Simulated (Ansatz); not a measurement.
**Geometry relaxation, with input and output: Ge (part 3 of 3)**

Continued. System: Ge (P-1, 2 atoms in the cell). Method: DFT PBEsol, scalar-relativistic, plane waves, PAW, no spin polarisation (Ansatz 0.2.0); cutoff 420 eV, 12×12×8 k-mesh, Gaussian smearing of 0.15 eV. The structure derives from a Materials Project entry. It belongs to a series of runs on one base structure; here: all atoms moved at random, sigma 0.1 A a component, cell strained at random, sigma 0.01; relaxed back.

Geometry of the input (Å; fractional positions):
```
-0.0460  0.0100  -2.6662
2.7734  0.0089  0.0481
-0.0163  -5.0943  0.0191
Ge -0.0221  0.5002  0.0084
Ge 0.0221  -0.0002  0.4916
```

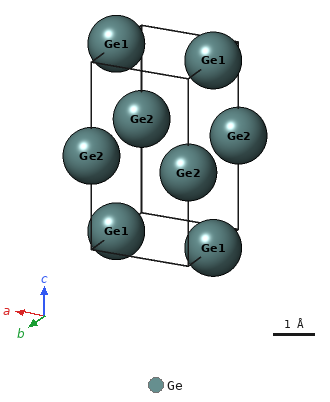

Figure 1. The geometry at step 7 of the log (spheres-only view of the cell of the calculation, seen at an oblique angle; atoms are numbered from 1 in the order of the input).

### Log, continued
```
SCF iter   1: F=—  HF=-8506.643795 eV  |F-HF|=—  |Δ(HF+E_count)|=         —  Δρ=1.06e-3  dr2=1.80e-4  ethr=6.37e-7  ⟨swp⟩=2.2  Hψ=56240  notcnv=0
preconditioner: auto → Kerker (q_TF=auto, 2.606 Å⁻¹)  [metal: Δε(μ)=0.055 eV  Ē_g=23.645 eV  σ=0.150 eV  W_gap=0.20  n_scr=12 (ndim 8)  ℏωp=32.4 eV  f_vac=0.000  D(μ)=0.66/eV (n_scr^D=2)]
SCF iter   2: F=—  HF=-8506.643787 eV  |F-HF|=—  |Δ(HF+E_count)|=   7.61e-6  Δρ=6.29e-4  dr2=7.54e-5  ethr=6.37e-7  ⟨swp⟩=1.0  Hψ=10440  notcnv=0
SCF iter   3: F=—  HF=-8506.643804 eV  |F-HF|=—  |Δ(HF+E_count)|=   1.73e-5  Δρ=7.85e-5  dr2=1.60e-6  ethr=2.69e-7  ⟨swp⟩=1.0  Hψ=10440  notcnv=0
SCF iter   4: F=—  HF=-8506.643804 eV  |F-HF|=—  |Δ(HF+E_count)|=   4.51e-7  Δρ=1.80e-5  dr2=1.36e-7  ethr=5.72e-9  ⟨swp⟩=2.0  Hψ=18462  notcnv=0
SCF iter   5: F=—  HF=-8506.643804 eV  |F-HF|=—  |Δ(HF+E_count)|=   5.31e-9  Δρ=1.01e-5  dr2=2.90e-8  ethr=4.86e-10  ⟨swp⟩=2.0  Hψ=18572  notcnv=0
SCF iter   6: F=—  HF=-8506.643804 eV  |F-HF|=—  |Δ(HF+E_count)|=   3.14e-8  Δρ=1.89e-6  dr2=1.07e-9  ethr=1.03e-10  ⟨swp⟩=2.0  Hψ=18577  notcnv=0
SCF iter   7: F=—  HF=-8506.643804 eV  |F-HF|=—  |Δ(HF+E_count)|=  9.66e-10  Δρ=5.81e-7  dr2=1.30e-10  ethr=3.84e-12  ⟨swp⟩=2.0  Hψ=18080  notcnv=0
SCF iter   8: F=-8506.643804 eV  HF=-8506.643804 eV  |F-HF|=9.09e-12  |Δ(HF+E_count)|=  1.64e-11  Δρ=1.18e-7  dr2=1.04e-11  ethr=1.00e-12  ⟨swp⟩=5.1  Hψ=39654  notcnv=0
SCF 13 converged in 8 iterations: F = -8506.643804 eV  dr2 = 1.04e-11
relax step  13: F+E_penalty+E_count = -8506.64380389 eV  Δ(F+E_penalty+E_count) = -2.138e-5 eV  max|allowed force component| = 4.774e-3 eV/Å  Δτ_max = 0.0181 Å  P = -0.065 GPa  Ω = 36.864 Å³  energy of the carried Pulay correction = +1.503e-4 eV  (8 SCF iters, accepted)
Crystal: 2 atoms, lattice volume = 36.848 Å³
iter 1 solved again at ethr=1.12e-7 eV; its pass at ethr=3.10e-3 eV (dr2=3.14e-5 eV) is discarded
SCF iter   1: F=—  HF=-8506.643838 eV  |F-HF|=—  |Δ(HF+E_count)|=         —  Δρ=4.21e-4  dr2=3.34e-5  ethr=1.12e-7  ⟨swp⟩=2.2  Hψ=55551  notcnv=0
preconditioner: auto → Kerker (q_TF=auto, 2.606 Å⁻¹)  [metal: Δε(μ)=0.036 eV  Ē_g=23.648 eV  σ=0.150 eV  W_gap=0.13  n_scr=12 (ndim 8)  ℏωp=32.4 eV  f_vac=0.000  D(μ)=0.65/eV (n_scr^D=2)]
SCF iter   2: F=—  HF=-8506.643854 eV  |F-HF|=—  |Δ(HF+E_count)|=   1.60e-5  Δρ=2.52e-4  dr2=1.41e-5  ethr=1.12e-7  ⟨swp⟩=1.0  Hψ=10440  notcnv=0
SCF iter   3: F=—  HF=-8506.643852 eV  |F-HF|=—  |Δ(HF+E_count)|=   1.95e-6  Δρ=3.15e-5  dr2=2.64e-7  ethr=5.05e-8  ⟨swp⟩=1.1  Hψ=10623  notcnv=0
SCF iter   4: F=—  HF=-8506.643852 eV  |F-HF|=—  |Δ(HF+E_count)|=   5.76e-8  Δρ=9.37e-6  dr2=3.22e-8  ethr=1.51e-10  ⟨swp⟩=8.1  Hψ=65281  notcnv=0
SCF iter   5: F=-8506.643852 eV  HF=-8506.643852 eV  |F-HF|=3.34e-9  |Δ(HF+E_count)|=   2.24e-8  Δρ=4.64e-6  dr2=8.99e-9  ethr=1.15e-10  ⟨swp⟩=6.4  Hψ=54158  notcnv=0
SCF 14 converged in 5 iterations: F = -8506.643852 eV  dr2 = 8.99e-9
relax step  14: F+E_penalty+E_count = -8506.64385169 eV  Δ(F+E_penalty+E_count) = -4.780e-5 eV  max|allowed force component| = 3.191e-4 eV/Å  Δτ_max = 0.0068 Å  P = -0.033 GPa  Ω = 36.848 Å³  energy of the carried Pulay correction = +1.533e-4 eV  (5 SCF iters, dr2 threshold 4.24e-8 eV, accepted)
Initial wavefunctions: pseudopotential atomic-orbital guess (no wavefunctions were taken with the density)
iter 1 solved again at ethr=2.55e-8 eV; its pass at ethr=3.10e-3 eV (dr2=7.13e-6 eV) is discarded
SCF iter   1: F=—  HF=-8506.643455 eV  |F-HF|=—  |Δ(HF+E_count)|=         —  Δρ=7.75e-4  dr2=4.70e-6  ethr=2.55e-8  ⟨swp⟩=3.0  Hψ=69002  notcnv=0
SCF iter   2: F=—  HF=-8506.643639 eV  |F-HF|=—  |Δ(HF+E_count)|=   1.84e-4  Δρ=3.94e-4  dr2=1.25e-6  ethr=1.68e-8  ⟨swp⟩=1.0  Hψ=10440  notcnv=0
SCF iter   3: F=—  HF=-8506.643691 eV  |F-HF|=—  |Δ(HF+E_count)|=   5.20e-5  Δρ=1.98e-5  dr2=6.99e-9  ethr=4.47e-9  ⟨swp⟩=1.0  Hψ=10440  notcnv=0
SCF iter   4: F=—  HF=-8506.643691 eV  |F-HF|=—  |Δ(HF+E_count)|=   8.48e-8  Δρ=2.42e-6  dr2=1.53e-9  ethr=2.50e-11  ⟨swp⟩=2.0  Hψ=18579  notcnv=0
SCF iter   5: F=—  HF=-8506.643691 eV  |F-HF|=—  |Δ(HF+E_count)|=  1.35e-10  Δρ=5.78e-7  dr2=1.68e-10  ethr=5.46e-12  ⟨swp⟩=2.2  Hψ=18603  notcnv=0
SCF iter   6: F=-8506.643691 eV  HF=-8506.643691 eV  |F-HF|=7.28e-12  |Δ(HF+E_count)|=  2.91e-11  Δρ=2.19e-7  dr2=2.17e-11  ethr=1.00e-12  ⟨swp⟩=5.0  Hψ=39615  notcnv=0
SCF 15 converged in 6 iterations: F = -8506.643691 eV  dr2 = 2.17e-11
relax step  15: F+E_penalty+E_count = -8506.64369082 eV  Δ(F+E_penalty+E_count) = +1.609e-4 eV  max|allowed force component| = 3.151e-4 eV/Å  Δτ_max = 0.0000 Å  P = -0.027 GPa  Ω = 36.848 Å³  stress off target by 5.23e-2 GPa  SCF on the basis re-selected at this cell (its energy is not comparable with the rows above)  (6 SCF iters)
basis re-selected at this cell: Δ(F+E_penalty+E_count) = +1.609e-4 eV, ΔP = +0.005 GPa vs the last step (what re-selecting the basis moved, of the pressure what is left beyond the Pulay correction that the steps carried, after the strain that the cell walked since its last selection, with what the two solves' SCF thresholds leave and, on support functions, any second-order correction that the steps lacked; it is no measure of the basis error at this ecutwfc). This SCF's stress stands 5.23e-2 GPa from its target on what of the cell is left free (relax.cell.stress_tol is 1.00e-1 GPa) and its largest allowed force component is 3.15e-4 eV/Å (relax.f_tol is 1.00e-2 eV/Å): within both
SCF converged after 6 iterations
Free energy (F): -8506.643691 eV
Harris-Foulkes:  -8506.643691 eV  (|F-HF|=7.28e-12)
Internal energy: -8506.636403 eV  (E = F + TS)
E sigma→0 (E₀):  -8506.640047 eV
Entropy (-TS):   -0.007288 eV (-3.644 meV/atom)
Fermi energy:    11.159878 eV
--- Per-component energies (eV) ---
  E_band       = -222.899634
  E_kinetic    = 222.286054
  E_local      = -4278.607095  (includes V_loc(G=0)·N_el)
  E_nonlocal   = 835.808140
  E_hartree    = 1872.765353
  E_xc         = -150.600146
  E_vxc        = -130.175323  (∫ρ·V_xc dr)
  E_paw        = -3953.480879  (= ΣΔE_a)
  E_vpaw       = -617.742858  (= ΣTr[D̂ρ^β])
  E_aug_tail   = 0.000637  (compensation charges beyond the density's cutoff)
  E_ewald      = -3056.644340
  E_core_change = 1.835872  (= ΣΔE_core)
  E_smearing   = -0.007288  (= −TS)
  E_closure    = 0.000000  (closes the sum)
  Σ components = -8506.643691   (vs F -8506.643691, Δ=0.00e0)
--- Forces (eV/Å), atoms counted from 1 ---
  atom   1  Ge    -0.00031515     0.00018518    -0.00024339
  atom   2  Ge     0.00031515    -0.00018518     0.00024339
  max |Σ_I F_I| component: 0.00e0 eV/Å
--- Stress (GPa, compression-positive) ---
       -0.051487       0.007159       0.000043
        0.007159       0.010720      -0.000120
        0.000043      -0.000120      -0.040508
  P = ⅓ Tr σ = -0.0271 GPa (-0.271 kbar)
--- Band table (eV; the first three rows and the last of 580) ---
  k-point 0: bands = ["-13.6002", "-13.5810", "-13.4984", "-13.4916", "-13.4753", "-13.3918", "-13.3575", "-13.3486", "-13.3355", "-13.3351", "-2.2229", "2.8740", "5.3850", "15.4478", "18.1529", "19.1441", "19.5588", "19.9308"]
  k-point 1: bands = ["-13.5975", "-13.5799", "-13.4994", "-13.4882", "-13.4762", "-13.3897", "-13.3625", "-13.3481", "-13.3372", "-13.3360", "-2.1277", "2.2201", "6.2256", "15.5452", "18.2464", "18.4720", "19.0592", "19.7673"]
  k-point 2: bands = ["-13.5904", "-13.5773", "-13.5017", "-13.4883", "-13.4683", "-13.3836", "-13.3768", "-13.3472", "-13.3430", "-13.3374", "-1.8421", "1.1437", "7.8594", "15.8262", "16.4068", "18.5173", "18.5241", "19.8089"]
  k-point 579: bands = ["-13.5258", "-13.5257", "-13.5067", "-13.5067", "-13.4358", "-13.4357", "-13.3491", "-13.3490", "-13.2522", "-13.2521", "7.4165", "7.4225", "8.7108", "8.7119", "9.2097", "9.2138", "14.5147", "14.5172"]
--- Relaxed structure (14 steps of the walk, 12 accepted, 1 SCFs on fresh bases) ---
  F+E_penalty+E_count = -8506.64369082 eV   max|allowed force component| = 3.151e-4 eV/Å   (the final SCF, on the basis selected at the relaxed cell)
  cell:  # Å, volume = 36.8481 Å³
    - [-0.000511108973729274, -0.00010953252340477511, -2.6432391120537355]
    - [2.8284127552707177, -0.0007387914599477311, -0.0005516599245531245]
    - [0.0006229343501980506, -4.928745055133352, 0.00019387208757440724]
  atoms:
    - { symbol: Ge, position: [-0.00011851772905043995, 0.513175713314692, 1.4047710950258032e-5] }
    - { symbol: Ge, position: [0.00011851772905043079, -0.013175713314692278, 0.4999859522890498] }
```

### Trajectory as extended XYZ (Å, eV, eV/Å), 15 frames, from step=1 to step=15
```
2
Lattice="-0.0460 0.0100 -2.6662 2.7734 0.0089 0.0481 -0.0163 -5.0943 0.0191" Properties=species:S:1:pos:R:3:forces:R:3 step=1 energy=-8506.60452 pressure_GPa=-1.20
Ge    1.3882   -0.0383    0.0832   -0.0030   0.1904  -0.0444
Ge   -0.0096   -2.5044   -0.0496    0.0030  -0.1904   0.0444
2
Lattice="0.0359 -0.0022 -2.6538 2.8008 0.0082 -0.0377 -0.0161 -4.8767 -0.0031" Properties=species:S:1:pos:R:3:forces:R:3 step=2 energy=-8506.63322 pressure_GPa=1.32
Ge    1.4054    0.0186   -0.0162    0.0015  -0.1006  -0.0016
Ge   -0.0131   -2.4528   -0.0042   -0.0015   0.1006   0.0016
2
Lattice="0.0022 0.0002 -2.6520 2.8241 0.0090 -0.0031 -0.0173 -4.9423 0.0012" Properties=species:S:1:pos:R:3:forces:R:3 step=3 energy=-8506.64323 pressure_GPa=-0.39
Ge    1.4156    0.0030    0.0067    0.0003   0.0093  -0.0062
Ge   -0.0121   -2.4697   -0.0076   -0.0003  -0.0093   0.0062
2
Lattice="-0.0005 -0.0002 -2.6452 2.8254 0.0071 -0.0005 -0.0138 -4.9293 0.0003" Properties=species:S:1:pos:R:3:forces:R:3 step=4 energy=-8506.64371 pressure_GPa=-0.03
Ge    1.4167    0.0036    0.0009    0.0006   0.0002  -0.0009
Ge   -0.0109   -2.4647   -0.0010   -0.0006  -0.0002   0.0009
2
Lattice="-0.0006 -0.0001 -2.6436 2.8271 0.0055 -0.0005 -0.0108 -4.9264 0.0004" Properties=species:S:1:pos:R:3:forces:R:3 step=5 energy=-8506.64374 pressure_GPa=0.02
Ge    1.4179    0.0030   -0.0007    0.0007  -0.0011   0.0004
Ge   -0.0097   -2.4634    0.0007   -0.0007   0.0011  -0.0004
2
Lattice="-0.0006 -0.0002 -2.6431 2.8281 0.0032 -0.0004 -0.0066 -4.9252 0.0002" Properties=species:S:1:pos:R:3:forces:R:3 step=6 energy=-8506.64376 pressure_GPa=0.02
Ge    1.4188    0.0017   -0.0010    0.0008  -0.0004   0.0006
Ge   -0.0081   -2.4627    0.0009   -0.0008   0.0004  -0.0006
2
Lattice="-0.0005 -0.0001 -2.6431 2.8285 0.0004 -0.0005 -0.0015 -4.9253 0.0003" Properties=species:S:1:pos:R:3:forces:R:3 step=7 energy=-8506.64377 pressure_GPa=0.01
Ge    1.4197    0.0002   -0.0006    0.0009   0.0001   0.0003
Ge   -0.0062   -2.4627    0.0005   -0.0009  -0.0001  -0.0003
2
Lattice="-0.0005 -0.0001 -2.6435 2.8280 -0.0004 -0.0005 0.0001 -4.9260 0.0002" Properties=species:S:1:pos:R:3:forces:R:3 step=8 energy=-8506.64377 pressure_GPa=0.00
Ge    1.4202   -0.0002   -0.0003    0.0010   0.0001   0.0000
Ge   -0.0062   -2.4630    0.0001   -0.0010  -0.0001   0.0000
2
Lattice="-0.0005 -0.0001 -2.6437 2.8276 -0.0010 -0.0006 0.0011 -4.9268 0.0003" Properties=species:S:1:pos:R:3:forces:R:3 step=9 energy=-8506.64377 pressure_GPa=-0.00
Ge    1.4221   -0.0006   -0.0001    0.0013   0.0002  -0.0001
Ge   -0.0077   -2.4633    0.0000   -0.0013  -0.0002   0.0001
2
Lattice="0.0003 0.0018 -2.6483 2.8170 -0.0149 -0.0011 0.0267 -4.9452 0.0033" Properties=species:S:1:pos:R:3:forces:R:3 step=10 energy=-8506.64322 pressure_GPa=-0.04 accepted=F
Ge    1.4768   -0.0085    0.0038   -0.0078  -0.0097  -0.0032
Ge   -0.0549   -2.4716   -0.0028    0.0078   0.0097   0.0032
2
Lattice="-0.0005 -0.0001 -2.6445 2.8263 -0.0006 -0.0006 0.0005 -4.9305 0.0002" Properties=species:S:1:pos:R:3:forces:R:3 step=11 energy=-8506.64377 pressure_GPa=-0.05 accepted=F
Ge    1.4290   -0.0020    0.0004    0.0022   0.0105  -0.0005
Ge   -0.0156   -2.4635   -0.0006   -0.0022  -0.0105   0.0005
2
Lattice="-0.0005 -0.0001 -2.6438 2.8272 -0.0008 -0.0005 0.0007 -4.9277 0.0002" Properties=species:S:1:pos:R:3:forces:R:3 step=12 energy=-8506.64378 pressure_GPa=-0.01
Ge    1.4257   -0.0002   -0.0001    0.0018  -0.0013  -0.0002
Ge   -0.0118   -2.4640   -0.0001   -0.0018   0.0013   0.0002
2
Lattice="-0.0004 0.0000 -2.6451 2.8243 -0.0016 -0.0006 0.0022 -4.9346 0.0004" Properties=species:S:1:pos:R:3:forces:R:3 step=13 energy=-8506.64380 pressure_GPa=-0.07
Ge    1.4426   -0.0017    0.0010    0.0015   0.0048  -0.0010
Ge   -0.0293   -2.4664   -0.0010   -0.0015  -0.0048   0.0010
2
Lattice="-0.0005 -0.0001 -2.6432 2.8284 -0.0007 -0.0006 0.0006 -4.9287 0.0002" Properties=species:S:1:pos:R:3:forces:R:3 step=14 energy=-8506.64385 pressure_GPa=-0.03
Ge    1.4515   -0.0004    0.0000   -0.0003   0.0002  -0.0002
Ge   -0.0370   -2.4643   -0.0002    0.0003  -0.0002   0.0002
2
Lattice="-0.0005 -0.0001 -2.6432 2.8284 -0.0007 -0.0006 0.0006 -4.9287 0.0002" Properties=species:S:1:pos:R:3:forces:R:3 step=15 energy=-8506.64369 pressure_GPa=-0.03
Ge    1.4515   -0.0004    0.0000   -0.0003   0.0002  -0.0002
Ge   -0.0370   -2.4643   -0.0002    0.0003  -0.0002   0.0002
```

### Results in brief

```json
{"quantity": "outcome", "value": "converged"}
{"quantity": "space group (tolerance 0.01 Å)", "value": "P-1 (2) → Pmma (51)"}
{"quantity": "electrons treated", "value": "28"}
{"quantity": "free energy", "value": "−8506.6437 eV"}
{"quantity": "Fermi energy", "value": "11.160 eV"}
{"quantity": "gap on the k-point mesh", "value": "none (metallic)"}
{"quantity": "pressure", "value": "−0.03 GPa"}
{"quantity": "final volume", "value": "36.85 Å³"}
{"quantity": "largest force (length of the vector) at the end", "value": "under 0.001 eV/Å"}
{"quantity": "final cell", "value": "a = 2.643 Å, b = 2.828 Å, c = 4.929 Å, α = 89.98°, β = 90.00°, γ = 90.00°"}
{"quantity": "hardware", "value": "1 thread of Oxide Virtual Turin-like (Zen 5), 32 GiB of memory available, shared host"}
{"quantity": "wall time", "value": "6.2 min"}
{"quantity": "peak memory", "value": "0.66 GiB"}
```
